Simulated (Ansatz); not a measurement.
Run report: ZnSe, molecular dynamics (part 1 of 2)

ZnSe (16 atoms in the cell), computed with DFT, PBEsol, plane waves, PAW, no spin polarisation (Ansatz 0.2.0).

The structure was built on a prototype by a generator. The geometry comes from this level: r2SCAN. It belongs to a series of runs on one base structure; here: NVT, Langevin thermostat at 600 K. Figures and captions count atoms from 1; the log counts them from 0 in places.

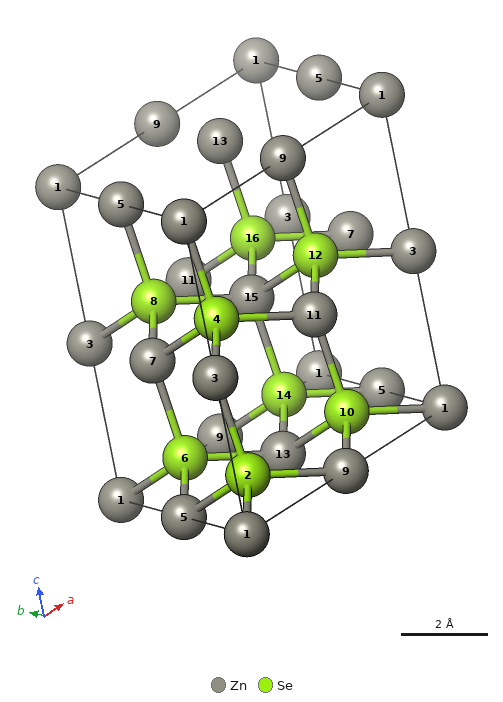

The input geometry (ball-and-stick view of the cell of the calculation, seen slightly off an axis; atoms are numbered from 1 in the order of the input). Near neighbours in the crystal (not all of them lie inside the picture): Zn has 4 Se at 2.45 Å; Se has 4 Zn at 2.45 Å.

**Input**
```yaml
crystal:
  lattice:
    - [0.0, 5.664841361, 5.664841361]
    - [5.664841361, 0.0, 5.664841361]
    - [5.664841361, 5.664841361, 0.0]
  atoms:
    - { symbol: Zn, position: [0.0, 0.0, 0.0] }
    - { symbol: Se, position: [0.125, 0.125, 0.125] }
    - { symbol: Zn, position: [0.0, 0.0, 0.5] }
    - { symbol: Se, position: [0.125, 0.125, 0.625] }
    - { symbol: Zn, position: [0.0, 0.5, 0.0] }
    - { symbol: Se, position: [0.125, 0.625, 0.125] }
    - { symbol: Zn, position: [0.0, 0.5, 0.5] }
    - { symbol: Se, position: [0.125, 0.625, 0.625] }
    - { symbol: Zn, position: [0.5, 0.0, 0.0] }
    - { symbol: Se, position: [0.625, 0.125, 0.125] }
    - { symbol: Zn, position: [0.5, 0.0, 0.5] }
    - { symbol: Se, position: [0.625, 0.125, 0.625] }
    - { symbol: Zn, position: [0.5, 0.5, 0.0] }
    - { symbol: Se, position: [0.625, 0.625, 0.125] }
    - { symbol: Zn, position: [0.5, 0.5, 0.5] }
    - { symbol: Se, position: [0.625, 0.625, 0.625] }
kpoints:
  mp_grid: { grid: [2, 2, 2] }
hamiltonian:
  xc: pbesol
scf:
  occupations: { method: fermi_dirac, width: 0.052 }
md:
  ensemble: nvt_langevin
  temperature: 600
  timestep: 2.0
  n_steps: 40
  initial_velocities: maxwell_boltzmann
  seed: 7670
```

Run as:
```bash
ansatz run input.yaml --threads 4 --pin off --max-ram 3686MiB --backend cpu --events-out ev --progress --plain --runs-dir out
```

**What the program printed**
```
Warning: md: disabling space-group detection — thermal motion breaks the input geometry's symmetry, so no spatial operation reduces the k-mesh or symmetrises the density; time reversal is kept, so that k and −k are solved as one point where they differ and the mesh holds both, and exact exchange and, on two spinor components, a DFT+U term hold to it where the run has them: on two components no moment then forms, and a state that bears one, which a typed moment (crystal.atoms[].spin; refused beside efield: under a hybrid functional) reaches, can lie lower, under hf by electronvolts; crystal.symmetry.detect: false (a key that needs symmetry detection or time reversal refuses this as the deck is read) with time_reversal: false beside it drops time reversal too
Engine: ansatz 0.2.0, aarch64-unknown-linux-gnu
Pseudopotentials: kind: paw
Pseudopotential: Zn, paw, valence charge 12, recommended cutoff 420 eV (normal), Zn.paw.azcp
Pseudopotential: Se, paw, valence charge 16, recommended cutoff 420 eV (normal), Se.paw.azcp
Functional definition: PBEsol
  exchange = pbesol_x
  correlation = pbesol_c
Crystal: 16 atoms, lattice volume = 363.574 Å³
Basis set: ecut = 420 eV, 7119 PW (Γ), exchange–correlation on 108×108×108 points (8 copies of the dense FFT grid, shifted against one another)
Bands: 135, of which v1, the nominal top of the filled ones, is band 112 counted from 1 (111 counted from 0)
Symmetry: 1 space group operations
k-points: 8
Non-local potential: Zn, projectors of the file, l = 0: 2, l = 1: 2, l = 2: 3, l = 3: 1
Non-local potential: Se, projectors of the file, l = 0: 2, l = 1: 2, l = 2: 3, l = 3: 1
PAW form: soft (Blöchl's): semilocal exchange-correlation on the pseudo side does not see the compensation charge
PAW frozen core: Zn, regenerated for the run's functional, and the local potential with it (the file was generated under x = pbe(κ = 0.804, μ = 0.2195149727645171), c = pbe(β = 0.06672455060314922))
PAW frozen core: Se, regenerated for the run's functional, and the local potential with it (the file was generated under x = pbe(κ = 0.804, μ = 0.2195149727645171), c = pbe(β = 0.06672455060314922))
PAW one-centre angular grid: Zn, 590 points (default); XC on 64 Gauss nodes
PAW one-centre angular grid: Se, 590 points (default); XC on 64 Gauss nodes
Initial density: superposition of atomic densities (neutral atoms: chi_scale 0, normalization atom), corrected by the library's trained network
Initial wavefunctions: pseudopotential atomic-orbital guess
Functional: x = pbesol(κ = 0.804, μ = 0.12345679012345678), c = pbesol(β = 0.046)
SCF iter   1: F=—  HF=-69651.055926 eV  |F-HF|=—  |Δ(HF+E_count)|=         —  Δρ=2.80e-3  dr2=2.07e-2  ethr=1.77e-3  ⟨swp⟩=6.6  Hψ=4247  notcnv=0  defer=9
preconditioner: auto → Resta (q_TF=auto, 2.517 Å⁻¹)  ε∞=5.5  [insulator: Δε(μ)=1.143 eV  Ē_g=10.969 eV  σ=0.052 eV  W_gap=1.00  n_scr=112 (ndim 8)  ℏωp=23.4 eV  f_vac=0.121  D(μ)=0.00/eV (n_scr^D=0)  ε∞_Penn≈5.5]
SCF iter   2: F=—  HF=-69651.047492 eV  |F-HF|=—  |Δ(HF+E_count)|=   8.43e-3  Δρ=7.70e-4  dr2=3.13e-3  ethr=9.25e-6  ⟨swp⟩=2.0  Hψ=1776  notcnv=0  defer=48
SCF iter   3: F=—  HF=-69651.046555 eV  |F-HF|=—  |Δ(HF+E_count)|=   9.38e-4  Δρ=6.35e-4  dr2=1.50e-3  ethr=1.40e-6  ⟨swp⟩=2.0  Hψ=1478  notcnv=0  defer=48
SCF iter   4: F=—  HF=-69651.046411 eV  |F-HF|=—  |Δ(HF+E_count)|=   1.43e-4  Δρ=2.00e-4  dr2=2.04e-4  ethr=6.72e-7  ⟨swp⟩=2.0  Hψ=1453  notcnv=0  defer=48
SCF iter   5: F=—  HF=-69651.046498 eV  |F-HF|=—  |Δ(HF+E_count)|=   8.62e-5  Δρ=8.40e-5  dr2=2.45e-5  ethr=9.11e-8  ⟨swp⟩=2.0  Hψ=1536  notcnv=0  defer=48
SCF iter   6: F=—  HF=-69651.046469 eV  |F-HF|=—  |Δ(HF+E_count)|=   2.81e-5  Δρ=1.48e-5  dr2=6.16e-7  ethr=1.09e-8  ⟨swp⟩=2.0  Hψ=1536  notcnv=0  defer=48
SCF iter   7: F=—  HF=-69651.046437 eV  |F-HF|=—  |Δ(HF+E_count)|=   3.28e-5  Δρ=4.81e-6  dr2=7.72e-8  ethr=2.75e-10  ⟨swp⟩=2.0  Hψ=1856  notcnv=0  defer=48
SCF iter   8: F=-69651.046437 eV  HF=-69651.046437 eV  |F-HF|=5.97e-9  |Δ(HF+E_count)|=   2.48e-8  Δρ=1.81e-6  dr2=1.08e-8  ethr=7.14e-12  ⟨swp⟩=5.0  Hψ=4081  notcnv=0
SCF 1 converged in 8 iterations: F = -69651.046437 eV  dr2 = 1.08e-8
  greatest PAW one-centre occupation: 1.000 electrons in one spin orbital (limit 2), on the Se atom at site 11 (counted from 0), in its partial waves of l = 2
md step     0: t =     0.00 fs  T =   562.5 K  F+E_penalty+E_count = -69651.04643669 eV  E_kin = 1.163340 eV  (8 SCF iters)
Initial density: handed on by an earlier stage of this run
Initial wavefunctions: those handed on with the density
iter 1 solved again at ethr=1.08e-6 eV; its pass at ethr=3.10e-3 eV (dr2=2.42e-3 eV) is discarded
SCF iter   1: F=—  HF=-69651.043073 eV  |F-HF|=—  |Δ(HF+E_count)|=         —  Δρ=1.10e-3  dr2=2.40e-3  ethr=1.08e-6  ⟨swp⟩=4.5  Hψ=5371  notcnv=0
preconditioner: auto → Resta (q_TF=auto, 2.517 Å⁻¹)  ε∞=5.5  [insulator: Δε(μ)=1.154 eV  Ē_g=11.003 eV  σ=0.052 eV  W_gap=1.00  n_scr=112 (ndim 8)  ℏωp=23.4 eV  f_vac=0.115  D(μ)=0.00/eV (n_scr^D=0)  ε∞_Penn≈5.5]
SCF iter   2: F=—  HF=-69651.042246 eV  |F-HF|=—  |Δ(HF+E_count)|=   8.27e-4  Δρ=5.22e-4  dr2=5.16e-4  ethr=1.07e-6  ⟨swp⟩=2.8  Hψ=1537  notcnv=0
SCF iter   3: F=—  HF=-69651.042088 eV  |F-HF|=—  |Δ(HF+E_count)|=   1.58e-4  Δρ=1.08e-4  dr2=3.03e-5  ethr=2.31e-7  ⟨swp⟩=2.0  Hψ=1592  notcnv=0
SCF iter   4: F=—  HF=-69651.042048 eV  |F-HF|=—  |Δ(HF+E_count)|=   4.03e-5  Δρ=5.47e-5  dr2=1.07e-5  ethr=1.35e-8  ⟨swp⟩=2.0  Hψ=1592  notcnv=0
SCF iter   5: F=—  HF=-69651.042009 eV  |F-HF|=—  |Δ(HF+E_count)|=   3.90e-5  Δρ=2.24e-5  dr2=2.41e-6  ethr=4.76e-9  ⟨swp⟩=2.0  Hψ=1462  notcnv=0
SCF iter   6: F=—  HF=-69651.042009 eV  |F-HF|=—  |Δ(HF+E_count)|=   5.52e-8  Δρ=6.78e-6  dr2=2.94e-7  ethr=1.08e-9  ⟨swp⟩=2.0  Hψ=1752  notcnv=0
SCF iter   7: F=—  HF=-69651.042009 eV  |F-HF|=—  |Δ(HF+E_count)|=   3.94e-8  Δρ=1.86e-6  dr2=2.50e-8  ethr=1.31e-10  ⟨swp⟩=2.0  Hψ=1976  notcnv=0
SCF iter   8: F=-69651.042009 eV  HF=-69651.042009 eV  |F-HF|=8.72e-9  |Δ(HF+E_count)|=   1.28e-8  Δρ=1.54e-6  dr2=5.88e-9  ethr=7.14e-12  ⟨swp⟩=4.0  Hψ=3640  notcnv=0
SCF 2 converged in 8 iterations: F = -69651.042009 eV  dr2 = 5.88e-9
  greatest PAW one-centre occupation: 1.000 electrons in one spin orbital (limit 2), on the Se atom at site 1 (counted from 0), in its partial waves of l = 2
md step     1: t =     2.00 fs  T =   552.9 K  F+E_penalty+E_count = -69651.04200882 eV  E_kin = 1.143465 eV  (8 SCF iters)
[... from here on the SCF iterations and repeated set-up lines of each step are left out, up to the last step ...]
SCF 3 converged in 8 iterations: F = -69651.028917 eV  dr2 = 6.31e-9
md step     2: t =     4.00 fs  T =   584.4 K  F+E_penalty+E_count = -69651.02891672 eV  E_kin = 1.208736 eV  (8 SCF iters)
SCF 4 converged in 8 iterations: F = -69651.007591 eV  dr2 = 5.07e-9
md step     3: t =     6.00 fs  T =   553.8 K  F+E_penalty+E_count = -69651.00759089 eV  E_kin = 1.145311 eV  (8 SCF iters)
SCF 5 converged in 8 iterations: F = -69650.978692 eV  dr2 = 3.97e-9
md step     4: t =     8.00 fs  T =   540.5 K  F+E_penalty+E_count = -69650.97869243 eV  E_kin = 1.117896 eV  (8 SCF iters)
SCF 6 converged in 6 iterations: F = -69650.944201 eV  dr2 = 3.56e-9
md step     5: t =    10.00 fs  T =   447.2 K  F+E_penalty+E_count = -69650.94420060 eV  E_kin = 0.924865 eV  (6 SCF iters)
SCF 7 converged in 6 iterations: F = -69650.905960 eV  dr2 = 6.76e-9
md step     6: t =    12.00 fs  T =   434.9 K  F+E_penalty+E_count = -69650.90595959 eV  E_kin = 0.899458 eV  (6 SCF iters)
SCF 8 converged in 6 iterations: F = -69650.864795 eV  dr2 = 9.35e-9
md step     7: t =    14.00 fs  T =   406.8 K  F+E_penalty+E_count = -69650.86479472 eV  E_kin = 0.841351 eV  (6 SCF iters)
SCF 9 converged in 6 iterations: F = -69650.823743 eV  dr2 = 4.63e-9
md step     8: t =    16.00 fs  T =   366.1 K  F+E_penalty+E_count = -69650.82374343 eV  E_kin = 0.757243 eV  (6 SCF iters)
SCF 10 converged in 6 iterations: F = -69650.781057 eV  dr2 = 1.41e-8
md step     9: t =    18.00 fs  T =   416.4 K  F+E_penalty+E_count = -69650.78105670 eV  E_kin = 0.861138 eV  (6 SCF iters)
SCF 11 converged in 8 iterations: F = -69650.732859 eV  dr2 = 8.02e-9
md step    10: t =    20.00 fs  T =   458.6 K  F+E_penalty+E_count = -69650.73285912 eV  E_kin = 0.948381 eV  (8 SCF iters)
SCF 12 converged in 6 iterations: F = -69650.682764 eV  dr2 = 5.67e-9
md step    11: t =    22.00 fs  T =   399.3 K  F+E_penalty+E_count = -69650.68276388 eV  E_kin = 0.825717 eV  (6 SCF iters)
SCF 13 converged in 6 iterations: F = -69650.633841 eV  dr2 = 1.35e-8
md step    12: t =    24.00 fs  T =   465.7 K  F+E_penalty+E_count = -69650.63384063 eV  E_kin = 0.963147 eV  (6 SCF iters)
SCF 14 converged in 6 iterations: F = -69650.586039 eV  dr2 = 6.47e-9
md step    13: t =    26.00 fs  T =   389.4 K  F+E_penalty+E_count = -69650.58603919 eV  E_kin = 0.805395 eV  (6 SCF iters)
SCF 15 converged in 6 iterations: F = -69650.539718 eV  dr2 = 1.04e-8
md step    14: t =    28.00 fs  T =   370.6 K  F+E_penalty+E_count = -69650.53971788 eV  E_kin = 0.766532 eV  (6 SCF iters)
SCF 16 converged in 6 iterations: F = -69650.495698 eV  dr2 = 1.23e-8
md step    15: t =    30.00 fs  T =   403.7 K  F+E_penalty+E_count = -69650.49569755 eV  E_kin = 0.834845 eV  (6 SCF iters)
SCF 17 converged in 6 iterations: F = -69650.454792 eV  dr2 = 1.18e-8
md step    16: t =    32.00 fs  T =   396.6 K  F+E_penalty+E_count = -69650.45479247 eV  E_kin = 0.820212 eV  (6 SCF iters)
SCF 18 converged in 7 iterations: F = -69650.419406 eV  dr2 = 3.26e-9
md step    17: t =    34.00 fs  T =   368.2 K  F+E_penalty+E_count = -69650.41940628 eV  E_kin = 0.761394 eV  (7 SCF iters)
SCF 19 converged in 6 iterations: F = -69650.388826 eV  dr2 = 9.43e-9
md step    18: t =    36.00 fs  T =   364.5 K  F+E_penalty+E_count = -69650.38882614 eV  E_kin = 0.753815 eV  (6 SCF iters)
SCF 20 converged in 7 iterations: F = -69650.356635 eV  dr2 = 4.09e-9
md step    19: t =    38.00 fs  T =   373.8 K  F+E_penalty+E_count = -69650.35663484 eV  E_kin = 0.773015 eV  (7 SCF iters)
SCF 21 converged in 7 iterations: F = -69650.322573 eV  dr2 = 1.43e-8
md step    20: t =    40.00 fs  T =   395.9 K  F+E_penalty+E_count = -69650.32257315 eV  E_kin = 0.818822 eV  (7 SCF iters)
SCF 22 converged in 6 iterations: F = -69650.288867 eV  dr2 = 2.80e-9
md step    21: t =    42.00 fs  T =   371.2 K  F+E_penalty+E_count = -69650.28886702 eV  E_kin = 0.767766 eV  (6 SCF iters)
SCF 23 converged in 6 iterations: F = -69650.258722 eV  dr2 = 8.76e-9
md step    22: t =    44.00 fs  T =   368.6 K  F+E_penalty+E_count = -69650.25872156 eV  E_kin = 0.762352 eV  (6 SCF iters)
SCF 24 converged in 7 iterations: F = -69650.234102 eV  dr2 = 3.58e-9
md step    23: t =    46.00 fs  T =   383.5 K  F+E_penalty+E_count = -69650.23410236 eV  E_kin = 0.793047 eV  (7 SCF iters)
SCF 25 converged in 6 iterations: F = -69650.213613 eV  dr2 = 1.24e-8
md step    24: t =    48.00 fs  T =   389.9 K  F+E_penalty+E_count = -69650.21361281 eV  E_kin = 0.806361 eV  (6 SCF iters)
SCF 26 converged in 5 iterations: F = -69650.194184 eV  dr2 = 1.14e-8
md step    25: t =    50.00 fs  T =   406.0 K  F+E_penalty+E_count = -69650.19418360 eV  E_kin = 0.839700 eV  (5 SCF iters)
SCF 27 converged in 6 iterations: F = -69650.180370 eV  dr2 = 1.25e-8
md step    26: t =    52.00 fs  T =   395.8 K  F+E_penalty+E_count = -69650.18037049 eV  E_kin = 0.818550 eV  (6 SCF iters)
SCF 28 converged in 6 iterations: F = -69650.173620 eV  dr2 = 1.21e-8
md step    27: t =    54.00 fs  T =   369.9 K  F+E_penalty+E_count = -69650.17361989 eV  E_kin = 0.765062 eV  (6 SCF iters)
SCF 29 converged in 6 iterations: F = -69650.171032 eV  dr2 = 4.46e-9
md step    28: t =    56.00 fs  T =   429.6 K  F+E_penalty+E_count = -69650.17103199 eV  E_kin = 0.888567 eV  (6 SCF iters)
SCF 30 converged in 6 iterations: F = -69650.173672 eV  dr2 = 1.05e-8
md step    29: t =    58.00 fs  T =   403.6 K  F+E_penalty+E_count = -69650.17367233 eV  E_kin = 0.834797 eV  (6 SCF iters)
SCF 31 converged in 8 iterations: F = -69650.178488 eV  dr2 = 8.73e-9
md step    30: t =    60.00 fs  T =   386.5 K  F+E_penalty+E_count = -69650.17848832 eV  E_kin = 0.799445 eV  (8 SCF iters)
SCF 32 converged in 6 iterations: F = -69650.184895 eV  dr2 = 7.65e-9
md step    31: t =    62.00 fs  T =   414.2 K  F+E_penalty+E_count = -69650.18489483 eV  E_kin = 0.856642 eV  (6 SCF iters)
SCF 33 converged in 6 iterations: F = -69650.195904 eV  dr2 = 9.96e-9
md step    32: t =    64.00 fs  T =   434.0 K  F+E_penalty+E_count = -69650.19590407 eV  E_kin = 0.897542 eV  (6 SCF iters)
SCF 34 converged in 7 iterations: F = -69650.206904 eV  dr2 = 6.19e-9
md step    33: t =    66.00 fs  T =   452.6 K  F+E_penalty+E_count = -69650.20690413 eV  E_kin = 0.936050 eV  (7 SCF iters)
SCF 35 converged in 6 iterations: F = -69650.214044 eV  dr2 = 6.34e-9
md step    34: t =    68.00 fs  T =   469.2 K  F+E_penalty+E_count = -69650.21404369 eV  E_kin = 0.970473 eV  (6 SCF iters)
SCF 36 converged in 6 iterations: F = -69650.219558 eV  dr2 = 1.04e-8
md step    35: t =    70.00 fs  T =   449.8 K  F+E_penalty+E_count = -69650.21955766 eV  E_kin = 0.930232 eV  (6 SCF iters)
SCF 37 converged in 6 iterations: F = -69650.225072 eV  dr2 = 6.81e-9
md step    36: t =    72.00 fs  T =   437.9 K  F+E_penalty+E_count = -69650.22507224 eV  E_kin = 0.905646 eV  (6 SCF iters)
SCF 38 converged in 6 iterations: F = -69650.235268 eV  dr2 = 1.15e-8
md step    37: t =    74.00 fs  T =   507.1 K  F+E_penalty+E_count = -69650.23526803 eV  E_kin = 1.048856 eV  (6 SCF iters)
SCF 39 converged in 6 iterations: F = -69650.251055 eV  dr2 = 7.84e-9
md step    38: t =    76.00 fs  T =   486.8 K  F+E_penalty+E_count = -69650.25105466 eV  E_kin = 1.006786 eV  (6 SCF iters)
SCF 40 converged in 6 iterations: F = -69650.270567 eV  dr2 = 1.15e-8
md step    39: t =    78.00 fs  T =   543.6 K  F+E_penalty+E_count = -69650.27056721 eV  E_kin = 1.124219 eV  (6 SCF iters)
iter 1 solved again at ethr=1.05e-6 eV; its pass at ethr=3.10e-3 eV (dr2=2.35e-3 eV) is discarded
SCF iter   1: F=—  HF=-69650.289831 eV  |F-HF|=—  |Δ(HF+E_count)|=         —  Δρ=1.01e-3  dr2=2.38e-3  ethr=1.05e-6  ⟨swp⟩=3.0  Hψ=5184  notcnv=0
preconditioner: auto → Resta (q_TF=auto, 2.517 Å⁻¹)  ε∞=5.6  [insulator: Δε(μ)=1.071 eV  Ē_g=10.946 eV  σ=0.052 eV  W_gap=1.00  n_scr=112 (ndim 8)  ℏωp=23.4 eV  f_vac=0.106  D(μ)=0.00/eV (n_scr^D=0)  ε∞_Penn≈5.6]
SCF iter   2: F=—  HF=-69650.289094 eV  |F-HF|=—  |Δ(HF+E_count)|=   7.38e-4  Δρ=4.88e-4  dr2=5.47e-4  ethr=1.05e-6  ⟨swp⟩=2.1  Hψ=1621  notcnv=0
SCF iter   3: F=—  HF=-69650.288941 eV  |F-HF|=—  |Δ(HF+E_count)|=   1.53e-4  Δρ=9.97e-5  dr2=3.65e-5  ethr=2.44e-7  ⟨swp⟩=2.0  Hψ=1744  notcnv=0
SCF iter   4: F=—  HF=-69650.288925 eV  |F-HF|=—  |Δ(HF+E_count)|=   1.52e-5  Δρ=6.68e-5  dr2=1.52e-5  ethr=1.63e-8  ⟨swp⟩=2.0  Hψ=1592  notcnv=0
SCF iter   5: F=—  HF=-69650.288881 eV  |F-HF|=—  |Δ(HF+E_count)|=   4.46e-5  Δρ=1.17e-5  dr2=1.40e-6  ethr=6.79e-9  ⟨swp⟩=2.0  Hψ=1592  notcnv=0
SCF iter   6: F=—  HF=-69650.288881 eV  |F-HF|=—  |Δ(HF+E_count)|=   3.11e-9  Δρ=5.58e-6  dr2=2.76e-7  ethr=6.23e-10  ⟨swp⟩=2.0  Hψ=1936  notcnv=0
SCF iter   7: F=—  HF=-69650.288881 eV  |F-HF|=—  |Δ(HF+E_count)|=   1.41e-8  Δρ=2.78e-6  dr2=3.44e-8  ethr=1.23e-10  ⟨swp⟩=2.0  Hψ=1936  notcnv=0
SCF iter   8: F=—  HF=-69650.288881 eV  |F-HF|=—  |Δ(HF+E_count)|=   1.57e-8  Δρ=2.73e-6  dr2=1.72e-8  ethr=7.14e-12  ⟨swp⟩=4.8  Hψ=3807  notcnv=0
SCF iter   9: F=-69650.288881 eV  HF=-69650.288881 eV  |F-HF|=1.03e-9  |Δ(HF+E_count)|=   8.92e-9  Δρ=5.30e-7  dr2=1.23e-9  ethr=7.14e-12  ⟨swp⟩=4.0  Hψ=3760  notcnv=0
SCF 41 converged in 9 iterations: F = -69650.288881 eV  dr2 = 1.23e-9
  greatest PAW one-centre occupation: 1.000 electrons in one spin orbital (limit 2), on the Se atom at site 5 (counted from 0), in its partial waves of l = 2
md step    40: t =    80.00 fs  T =   495.3 K  F+E_penalty+E_count = -69650.28888082 eV  E_kin = 1.024452 eV  (9 SCF iters)
```

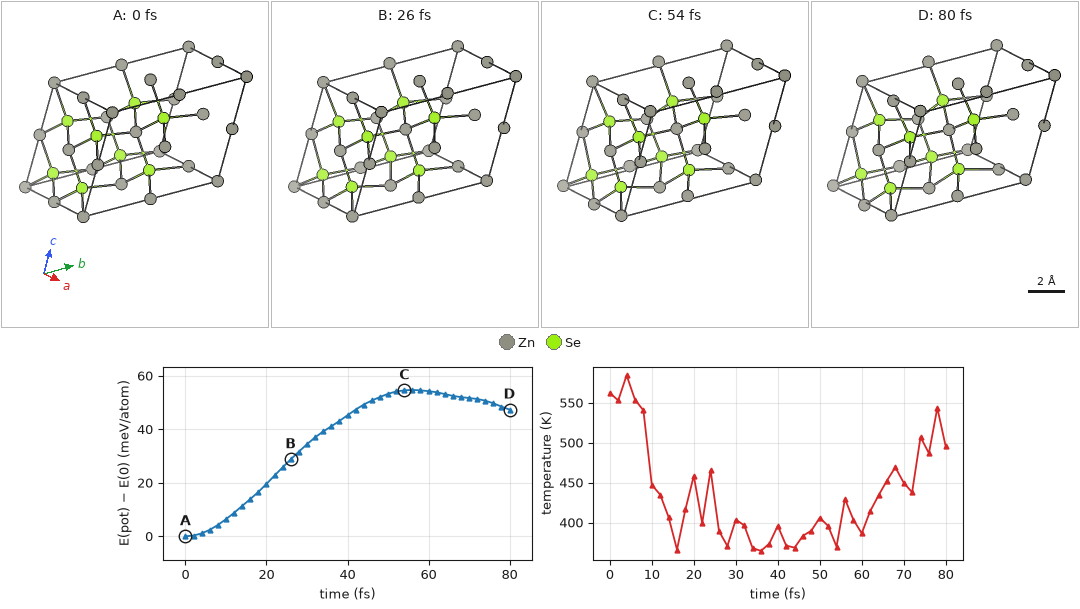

Frames of the molecular dynamics (ball-and-stick, reduced simulation cell, seen slightly off an axis) above the curves, on which the letters mark them. The trajectory kept here has 41 frames over 80 fs. The temperature starts at 562 K, ranges from 364 to 584 K and averages 428 K over the second half. The potential energy ends 47.3 meV/atom above its first value. With the common drift removed, the root-mean-square displacement is 0.20 Å, and Zn15 has moved furthest (0.34 Å).

```
SCF converged after 9 iterations
Free energy (F): -69650.288881 eV
Harris-Foulkes:  -69650.288881 eV  (|F-HF|=1.03e-9)
Internal energy: -69650.288868 eV  (E = F + TS)
E sigma→0 (E₀):  -69650.288874 eV
Entropy (-TS):   -0.000013 eV (-0.001 meV/atom)
Fermi energy:    7.288718 eV
--- Per-component energies (eV) ---
  E_band       = -3077.461315
  E_kinetic    = 2001.999957
  E_local      = -35127.943845  (includes V_loc(G=0)·N_el)
  E_nonlocal   = 183.085054
  E_hartree    = 16249.950524
  E_xc         = -1911.083860
  E_vxc        = -1203.698752  (∫ρ·V_xc dr)
  E_paw        = -29272.806780  (= ΣΔE_a)
  E_vpaw       = -1430.797404  (= ΣTr[D̂ρ^β])
  E_aug_tail   = -0.007691  (compensation charges beyond the density's cutoff)
  E_ewald      = -21787.928671
  E_core_change = 14.446443  (= ΣΔE_core)
  E_smearing   = -0.000013  (= −TS)
  E_closure    = 0.000000  (closes the sum)
  Σ components = -69650.288881   (vs F -69650.288881, Δ=0.00e0)
```
